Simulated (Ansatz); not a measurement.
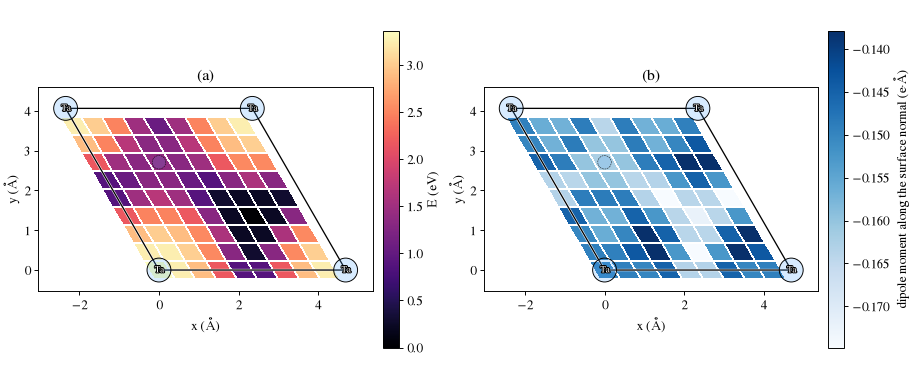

Si on a Ta(111) slab cut from the Im-3m phase, its upper half relaxed before the scan (6 atoms of substrate and one adsorbate in a 1 × 1 cell). 
- Si is moved over the surface cell; relaxed at each place: the height of the adsorbate's atoms; substrate rigid; the origin of the map has the adsorbate above Ta6.
- Places are given modulo a cell vector. The map is drawn in real space over the plane of the surface.
- Grid: 9 × 9 points; 19 points were computed and 62 follow by symmetry.
- Energies are in eV, from the lowest grid point.
- With one adsorbate in each 1 × 1 cell, its nearest image is 4.7 Å away, so neighbouring adsorbates interact.
- Theory: DFT PBE, scalar-relativistic, plane waves, PAW (Ansatz 0.2.0). Settings: cutoff 420 eV, k-mesh 6×6×1, gaussian smearing 0.1 eV, no spin polarisation.

Panel (a) is the energy and panel (b) the computed dipole moment along the surface normal on the same grid.

The picture shows one coloured cell a grid point, labelled circles for the atoms of the top layer and small ones for the second layer, the outline of one cell of the plane.

> How does the dipole moment along the surface normal vary over the map, and what is it at the lowest grid point?

It runs from −0.17 e·Å at (5/9, 1/9) of the cell vectors [nearest 3 Ta at 2.58 Å] to −0.14 e·Å at (3/9, 1/9) of the cell vectors [nearest 1 Ta at 2.38 Å]. At the lowest grid point, a threefold hollow over a third-layer Ta atom, (6/9, 3/9) of the cell vectors, it is −0.17 e·Å.

```tsv
second ↓, first →	0/9	1/9	2/9	3/9	4/9	5/9	6/9	7/9	8/9
8/9	−0.15	−0.16	−0.16	−0.15	−0.16	−0.15	−0.16	−0.16	−0.15
7/9	−0.15	−0.16	−0.15	−0.16	−0.16	−0.15	−0.16	−0.15	−0.14
6/9	−0.15	−0.15	−0.16	−0.16	−0.16	−0.15	−0.15	−0.14	−0.14
5/9	−0.16	−0.16	−0.16	−0.16	−0.16	−0.16	−0.15	−0.14	−0.15
4/9	−0.16	−0.15	−0.15	−0.15	−0.16	−0.17	−0.16	−0.16	−0.17
3/9	−0.15	−0.16	−0.16	−0.15	−0.15	−0.16	−0.17	−0.16	−0.15
2/9	−0.15	−0.16	−0.15	−0.14	−0.14	−0.16	−0.16	−0.14	−0.14
1/9	−0.15	−0.15	−0.14	−0.14	−0.15	−0.17	−0.15	−0.14	−0.14
0/9	−0.15	−0.15	−0.15	−0.15	−0.16	−0.16	−0.15	−0.15	−0.15
```

PAW datasets: the set soft_1.
